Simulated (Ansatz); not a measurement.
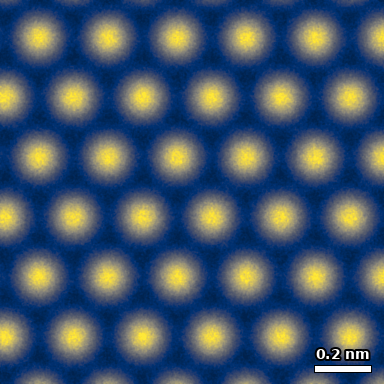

Z-contrast image of Se. Simulated incoherent Z contrast: every atom adds Z^1.7 spread by a probe of 1.30 Å full width; channelling and multiple scattering are left out. The probe carries 15 % of its weight in a tail 2.5 times as wide. Shot noise was added.

Q: Give the net of the columns and its spacings.

A: The pattern repeats on a hexagonal net with a repeat of 2.5 Å.

Q: Which plane group does this projection have?

A: p6mm: sixfold points with mirror lines through them.

Q: How many columns does the smallest repeating cell hold, and how many levels of brightness?

A: 1 column in the primitive cell of 5.5 Å², all of one brightness.

The crystal is Se (Fd-3m, No. 227) seen along [111]. Structure: coordinates from a relaxation with DFT, LDA (PW92), plane waves (420 eV) with PAW, scalar-relativistic (Ansatz); the starting structure was generated, so it need not be a known form of this composition.
